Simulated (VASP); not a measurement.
**Run report: Hf, geometry relaxation (part 2 of 3)**

The same run, continued: Hf (P6₃/mmc, 2 atoms in the cell); Kohn-Sham DFT of a periodic cell, PBEsol, VASP PAW PBE potentials, recommended, no spin polarisation (VASP 6.6.1); cutoff 520 eV, 3×3×2 k-mesh, Gaussian smearing of 0.1 eV. The structure derives from an entry of the Crystallography Open Database.

Geometry of the input (Å; fractional positions):
```
3.1967  0.0000  0.0000
-1.5983  2.7684  0.0000
0.0000  0.0000  5.0578
Hf 0.3333  0.6667  0.2500
Hf 0.6667  0.3333  0.7500
```

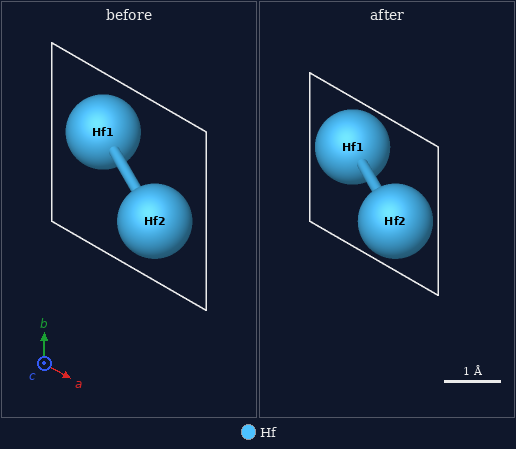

Before (left) and after (right) the relaxation, at one scale (ball-and-stick view of the cell of the calculation, along the c axis). The atoms keep their places relative to the cell (all moves are under 0.005 Å). The drawn cell changes as follows: a = b 3.197 → 2.659 Å (−16.8 %), c 5.058 → 5.026 Å (−0.6 %); the volume changes by −31.2 %. Distances before and after: Hf1–Hf1 3.197 → 2.659 Å, Hf1–Hf2 3.131 → 2.945 Å. The space group stays P6_3/mmc (No. 194). Over 15 geometry steps the energy rises by 762 meV per atom. All forces vanish by symmetry, so only the cell relaxes. (Atoms are counted from 1 in the order of the input.)

### Parts of OUTCAR
```
SYSTEM = Hf
   PREC = Accurate
   ENCUT = 520
   EDIFF = 1E-7
   ISMEAR = 0
   LREAL = .False.
   LASPH = .True.
   NELM = 60
   ISIF = 3
   GGA = PS
   IBRION = 2
   NSW = 80
   EDIFFG = -0.002
   PSTRESS = 500.0

 ion  position               nearest neighbor table
   1  0.333  0.667  0.250-   2 3.13   2 3.13   2 3.13   2 3.13   2 3.13   2 3.13
   2  0.667  0.333  0.750-   1 3.13   1 3.13   1 3.13   1 3.13   1 3.13   1 3.13

  LATTYP: Found a hexagonal cell.
 ALAT       =     3.1967000000
 C/A-ratio  =     1.5821941377

  Lattice vectors:

 A1 = (   3.1967000000,   0.0000000000,   0.0000000000)
 A2 = (  -1.5983500000,   2.7684234100,   0.0000000000)
 A3 = (   0.0000000000,   0.0000000000,   5.0578000000)

Analysis of symmetry for initial positions (statically):
=====================================================================
 Subroutine PRICEL returns:
 Original cell was already a primitive cell.

 Routine SETGRP: Setting up the symmetry group for a
 hexagonal supercell.

 Subroutine GETGRP returns: Found 24 space group operations
 (whereof 12 operations were pure point group operations)
 out of a pool of 24 trial point group operations.

The static configuration has the point symmetry D_3d.
 The point group associated with its full space group is D_6h.

Analysis of symmetry for dynamics (positions and initial velocities):
=====================================================================
 Subroutine PRICEL returns:
 Original cell was already a primitive cell.

 Routine SETGRP: Setting up the symmetry group for a
 hexagonal supercell.

 Subroutine GETGRP returns: Found 24 space group operations
 (whereof 12 operations were pure point group operations)
 out of a pool of 24 trial point group operations.

The dynamic configuration has the point symmetry D_3d.
 The point group associated with its full space group is D_6h.

 Subroutine INISYM returns: Found 24 space group operations
 (whereof 12 operations are pure point group operations),
 and found     1 'primitive' translations

----------------------------------------------------------------------------------------

                                     Primitive cell

  volume of cell :      44.7606

  direct lattice vectors                    reciprocal lattice vectors
     3.196700000  0.000000000  0.000000000     0.312822598  0.180608211  0.000000000
    -1.598350000  2.768423410  0.000000000     0.000000000  0.361216422  0.000000000
     0.000000000  0.000000000  5.057800000     0.000000000  0.000000000  0.197714421

  length of vectors
     3.196700000  3.196700001  5.057800000     0.361216423  0.361216422  0.197714421

  position of ions in fractional coordinates (direct lattice)
     0.333333330  0.666666670  0.250000000
     0.666666670  0.333333330  0.750000000

  ion indices of the primitive-cell ions
   primitive index   ion index
                 1           1
                 2           2

----------------------------------------------------------------------------------------

 KPOINTS: Automatic mesh

Automatic generation of k-mesh.
 Grid dimensions read from file:
 generate k-points for:    3    3    2

 Generating k-lattice:

  Cartesian coordinates                     Fractional coordinates (reciprocal lattice)
     0.104274199  0.060202737  0.000000000     0.333333333 -0.000000000  0.000000000
     0.000000000  0.120405474  0.000000000     0.000000000  0.333333333  0.000000000
     0.000000000  0.000000000  0.098857211     0.000000000  0.000000000  0.500000000

  Length of vectors
     0.120405474  0.120405474  0.098857211

  Shift w.r.t. Gamma in fractional coordinates (k-lattice)
     0.000000000  0.000000000  0.000000000

 Subroutine IBZKPT returns following result:
 ===========================================

 Found      6 irreducible k-points:

 Following reciprocal coordinates:
            Coordinates               Weight
  0.000000  0.000000  0.000000      1.000000
  0.333333  0.000000  0.000000      6.000000
  0.333333  0.333333  0.000000      2.000000
  0.000000  0.000000  0.500000      1.000000
  0.333333  0.000000  0.500000      6.000000
  0.333333  0.333333  0.500000      2.000000
   k-points           NKPTS =      6   k-points in BZ     NKDIM =      6   number of bands    NBANDS=     14
   number of dos      NEDOS =    301   number of ions     NIONS =      2
   total plane-waves  NPLWV =  23040
   dimension x,y,z NGX =    24 NGY =   24 NGZ =   40
   dimension x,y,z NGXF=    48 NGYF=   48 NGZF=   80
   ions per type =               2
   NGX,Y,Z   is equivalent  to a cutoff of  12.48, 12.48, 13.15 a.u.
   NGXF,Y,Z  is equivalent  to a cutoff of  24.96, 24.96, 26.30 a.u.
 SYSTEM =  Hf
   PREC   = accura    normal or accurate (medium, high low for compatibility)
   ISTART =      0    job   : 0-new  1-cont  2-samecut
   ICHARG =      2    charge: 1-file 2-atom 10-const
   ISPIN  =      1    spin polarized calculation?
   LNONCOLLINEAR =      F non collinear calculations
   LSORBIT =      F    spin-orbit coupling
   LASPH  =      T    aspherical Exc in radial PAW
   ENCUT  =  520.0 eV  38.22 Ry    6.18 a.u.   5.94  5.94  9.40*2*pi/ulx,y,z
   NELM   =     60;   NELMIN=  2; NELMDL= -5     # of ELM steps
   EDIFF  = 0.1E-06   stopping-criterion for ELM
   LREAL  =      F    real-space projection
   EDIFFG = -.2E-02   stopping-criterion for IOM
   NSW    =     80    number of steps for IOM
   IBRION =      2    ionic relax: 0-MD 1-quasi-New 2-CG
   NFREE  =      1    steps in history (QN), initial steepest desc. (CG)
   ISIF   =      3    stress and relaxation
   ISYM   =      2    0-nonsym 1-usesym 2-fastsym
   POTIM  = 0.5000    time-step for ionic-motion
   TEBEG  =    0.0;   TEEND  =   0.0 temperature during run
   PSTRESS=  500.0 pullay stress
   NELECT =      20.0000    total number of electrons
   NUPDOWN=      -1.0000    fix difference up-down
   EMIN   =  10.00;   EMAX   =-10.00  energy-range for DOS
   EFERMI =   0.00;   METHOD = LEGACY
   ISMEAR =     0;   SIGMA  =   0.10  broadening in eV -4-tet -1-fermi 0-gaus
   EFERMI_NEDOS =   21; number of points for ismear=-14 and -15
   IALGO  =     38    algorithm
   IMIX   =      4    mixing-type and parameters
     AMIX     =   0.40;   BMIX     =  1.00
     AMIX_MAG =   1.60;   BMIX_MAG =  1.00
  volume/ion in A,a.u.               =      22.38       151.03
  Fermi-wavevector in a.u.,A,eV,Ry     =   1.251563  2.365112 21.312311  1.566411
  Thomas-Fermi vector in A             =   2.385505
   LORBIT       =      0    0 simple, 1 ext, 2 COOP (PROOUT), +10 PAW based schemes
   GGA     = PS    functional components
   LHFCALC =     F    Hartree Fock is set to
   AEXX    =    0.0000 exact exchange contribution
   IVDW    =     0    specifies the selected vdW correction
   LEPSILON=     F    determine dielectric tensor
   LRPA    =     F    only Hartree local field effects (RPA)
 conjugate gradient relaxation of ions
 non-spin polarized calculation
 Gauss-broadening in eV      SIGMA  =   0.10
  energy-cutoff  :      520.00
  volume of cell :       44.76
 maximum number of plane-waves:      1236
 NGX is ok and might be reduce to    24
   NGX = 11   NGY = 11   NGZ = 19

--------------------------------------- Ionic step        1  -------------------------------------------

 number of electron      20.0000004 magnetization

 Free energy of the ion-electron system (eV)
  ---------------------------------------------------
  ext. energy  EPLUGINS =         0.00000000
  ---------------------------------------------------
  free energy    TOTEN  =       -21.03873185 eV

  energy without entropy =      -21.03671798  energy(sigma->0) =      -21.03772492

------------------------ aborting loop because EDIFF is reached ----------------------------------------

  FORCE on cell =-STRESS in cart. coord.  units (eV):
  Direction    XX          YY          ZZ          XY          YZ          ZX
  --------------------------------------------------------------------------------------
  -------------------------------------------------------------------------------------
  Total       -1.0363905     -1.0363905     -1.6098078      0.0000000      0.0000000      0.0000000
  in kB      -37.0969291    -37.0969292    -57.6220310      0.0000000      0.0000000      0.0000000
  external PRESSURE =    -543.9386298 kB  Pullay stress =     500.0000000 kB

 VOLUME and BASIS-vectors are now :
 -----------------------------------------------------------------------------
  energy-cutoff  :      520.00
  volume of cell :       44.76
      direct lattice vectors                 reciprocal lattice vectors
     3.196700000  0.000000000  0.000000000     0.312822598  0.180608211  0.000000000
    -1.598350000  2.768423410  0.000000000     0.000000000  0.361216422  0.000000000
     0.000000000  0.000000000  5.057800000     0.000000000  0.000000000  0.197714421

 POSITION                                       TOTAL-FORCE (eV/Angst)
 -----------------------------------------------------------------------------------
     -0.00000      1.84562      1.26445         0.000000      0.000000      0.000000
      1.59835      0.92281      3.79335        -0.000000     -0.000000      0.000000
 -----------------------------------------------------------------------------------
    total drift:                               -0.000002      0.000001     -0.000000

  FREE ENERGIE OF THE ION-ELECTRON SYSTEM (eV)
  ---------------------------------------------------
  free  energy   TOTEN  =       -21.0387318549 eV

  energy  without entropy=      -21.0367179753  energy(sigma->0) =      -21.03772492

  enthalpy is  TOTEN    =        -7.0700486510 eV   P V=       13.9686832039

--------------------------------------- Ionic step        2  -------------------------------------------

 number of electron      20.0000000 magnetization

 E-fermi :  22.0272     XC(G=0): -19.2877     alpha+bet :-46.9159

 val. band max:       22.0272092240   @ k =   0.3333   0.3333   0.0000
 cond. band min:      22.0272093651   @ k =   0.3333   0.3333   0.0000
 fundamental gap:      0.0000001411
 Fermi energy:        22.0272092948

 k-point     1 :       0.0000    0.0000    0.0000
  band No.  band energies     occupation
      1     -26.0340      2.00000
      2      -7.7870      2.00000
      3      -7.7870      2.00000
      4      -4.2751      2.00000
      5      -4.2751      2.00000
      6      -2.3907      2.00000
      7       8.6876      2.00000
      8      17.9550      2.00000
      9      17.9550      2.00000
     10      19.1034      2.00000
     11      22.4884      0.00000
     12      22.4884      0.00000
     13      22.8279      0.00000
     14      24.3586      0.00000

 k-point     2 :       0.3333    0.0000    0.0000
  band No.  band energies     occupation
      1     -21.7161      2.00000
      2     -21.3668      2.00000
      3     -16.2980      2.00000
      4     -12.2466      2.00000
      5      -8.4804      2.00000
      6      -5.7036      2.00000
      7       5.3753      2.00000
      8      13.7017      2.00000
      9      15.3381      2.00000
     10      17.2893      2.00000
     11      26.4212      0.00000
     12      28.9193      0.00000
     13      29.2383      0.00000
     14      31.0546      0.00000

 k-point     3 :       0.3333    0.3333    0.0000
  band No.  band energies     occupation
      1     -22.5989      2.00000
      2     -18.8975      2.00000
      3     -18.8975      2.00000
      4     -15.0961      2.00000
      5     -15.0961      2.00000
      6     -14.2161      2.00000
      7       4.0807      2.00000
      8      21.6149      2.00000
      9      22.0272      1.00000
     10      22.0272      1.00000
     11      26.0354      0.00000
     12      26.0354      0.00000
     13      30.9416      0.00000
     14      32.3620      0.00000

 k-point     4 :       0.0000    0.0000    0.5000
  band No.  band energies     occupation
      1     -15.8648      2.00000
      2     -15.8648      2.00000
      3      -6.0739      2.00000
      4      -6.0739      2.00000
      5      -6.0739      2.00000
      6      -6.0739      2.00000
      7      13.2786      2.00000
      8      13.2786      2.00000
      9      17.0411      2.00000
     10      17.0411      2.00000
     11      17.0411      2.00000
     12      17.0411      2.00000
     13      29.9258      0.00000
     14      29.9258      0.00000

 k-point     5 :       0.3333    0.0000    0.5000
  band No.  band energies     occupation
      1     -22.0702      2.00000
      2     -22.0702      2.00000
      3     -10.4614      2.00000
      4     -10.4614      2.00000
      5      -9.6521      2.00000
      6      -9.6521      2.00000
      7       8.5350      2.00000
      8       8.5350      2.00000
      9      15.4392      2.00000
     10      15.4392      2.00000
     11      26.9752      0.00000
     12      26.9752      0.00000
     13      32.9631      0.00000
     14      32.9631      0.00000

 k-point     6 :       0.3333    0.3333    0.5000
  band No.  band energies     occupation
      1     -23.1120      2.00000
      2     -23.1120      2.00000
      3     -19.5280      2.00000
      4     -19.5280      2.00000
      5      -6.6666      2.00000
      6      -6.6666      2.00000
      7      12.2136      2.00000
      8      12.2136      2.00000
      9      17.2316      2.00000
     10      17.2316      2.00000
     11      26.1454      0.00000
     12      26.1454      0.00000
     13      26.7128      0.00000
     14      26.7128      0.00000

------------------------ aborting loop because EDIFF is reached ----------------------------------------

  FORCE on cell =-STRESS in cart. coord.  units (eV):
  Direction    XX          YY          ZZ          XY          YZ          ZX
  --------------------------------------------------------------------------------------
  -------------------------------------------------------------------------------------
  Total      130.4408920    130.4408921    159.2354674      0.0000000      0.0000000      0.0000000
  in kB    18372.4229665  18372.4229876  22428.0999179      0.0000000      0.0000000      0.0000000
  external PRESSURE =   19224.3152907 kB  Pullay stress =     500.0000000 kB

 VOLUME and BASIS-vectors are now :
 -----------------------------------------------------------------------------
  energy-cutoff  :      520.00
  volume of cell :       11.38
      direct lattice vectors                 reciprocal lattice vectors
     2.039679081 -0.000000000  0.000000000     0.490273205  0.283059367 -0.000000000
    -1.019839540  1.766413900 -0.000000000     0.000000000  0.566118733 -0.000000000
     0.000000000  0.000000000  3.157210888    -0.000000000  0.000000000  0.316735256

 POSITION                                       TOTAL-FORCE (eV/Angst)
 -----------------------------------------------------------------------------------
     -0.00000      1.17761      0.78930        -0.000000     -0.000000      0.000000
      1.01984      0.58880      2.36791         0.000000      0.000000      0.000000
 -----------------------------------------------------------------------------------
    total drift:                                0.000000     -0.000000     -0.000000

  FREE ENERGIE OF THE ION-ELECTRON SYSTEM (eV)
  ---------------------------------------------------
  free  energy   TOTEN  =        34.6000647619 eV

  energy  without entropy=       34.6126023084  energy(sigma->0) =       34.60633354

  enthalpy is  TOTEN    =        38.1499746515 eV   P V=        3.5499098897

--------------------------------------- Ionic step        3  -------------------------------------------

 number of electron      20.0000003 magnetization
```
